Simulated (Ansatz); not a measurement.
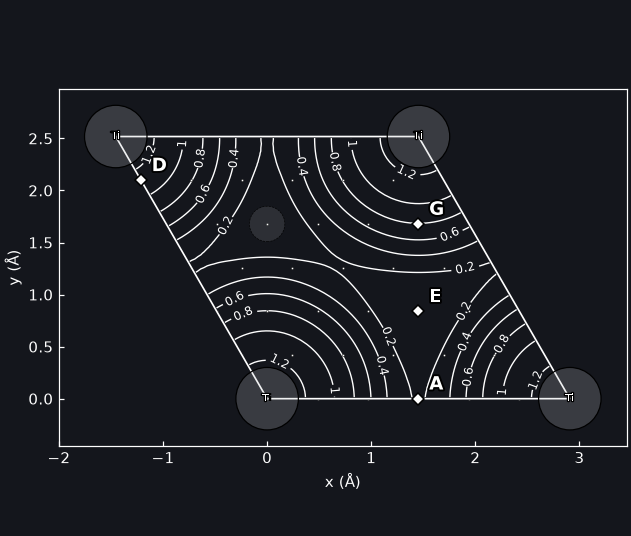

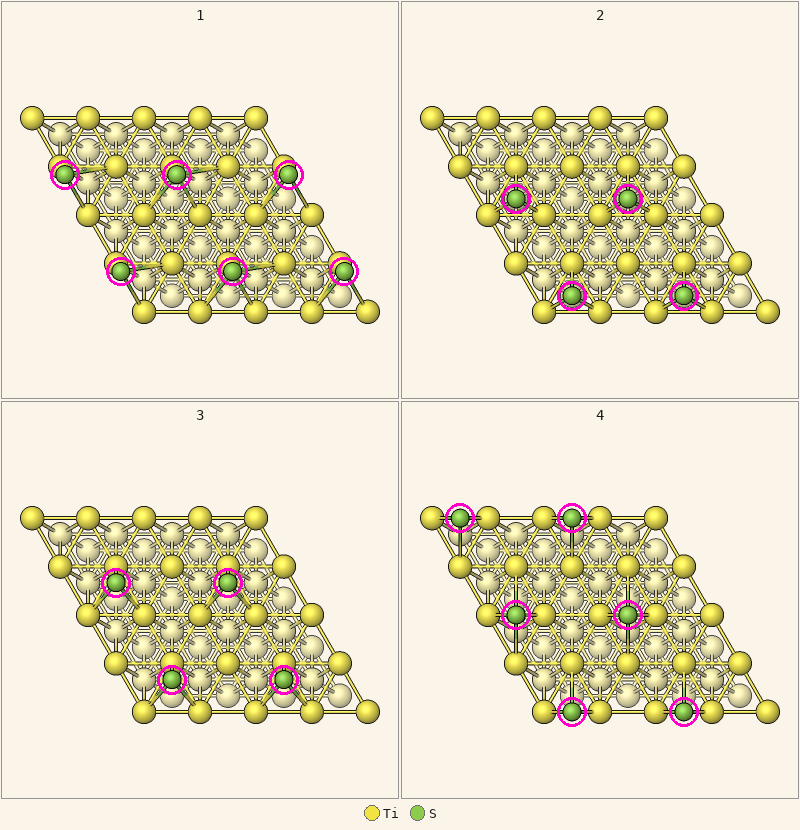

S on a Ti(111) slab cut from the Fm-3m phase, its upper half relaxed before the scan (12 atoms of substrate and one adsorbate in a 2 × 2 cell). 
- S is moved over the surface cell; relaxed at each place: the height of the adsorbate's atoms; substrate rigid; the origin of the map has the adsorbate above Ti9.
- Places are given modulo a cell vector. The map is drawn in real space over the plane of the surface.
- The scan uses a 6 × 6 grid; 10 points were computed and 26 follow by symmetry.
- Places are given in fractions of the 1 × 1 surface cell.
- Energies: eV, counted from the lowest grid point.
- All numbers below come from Ansatz 0.2.0, DFT PBE, scalar-relativistic, plane waves, PAW. Settings: cutoff 420 eV, k-mesh 6×6×1, gaussian smearing 0.1 eV, no spin polarisation.

The picture shows contour lines labelled in eV, dots at the grid points, labelled circles for the atoms of the top layer and small ones for the second layer, the outline of one cell of the plane, lettered points. Between grid points the surface is interpolated. The numbered pictures are the structures at these points, in random order. Rings mark the moved atoms.

Which structure belongs to which point?

A is structure 4: a bridge site between two Ti atoms, (3/6, 0/6) of the cell vectors, 0.19 eV; D is structure 1: (0/6, 5/6) of the cell vectors [nearest 1 Ti at 2.16 Å], 1.13 eV; E is structure 2: a threefold hollow over a third-layer Ti atom, (4/6, 2/6) of the cell vectors, 0.00 eV; G is structure 3: (5/6, 4/6) of the cell vectors [nearest 1 Ti at 2.17 Å], 0.79 eV.

PAW datasets: the set soft_1.
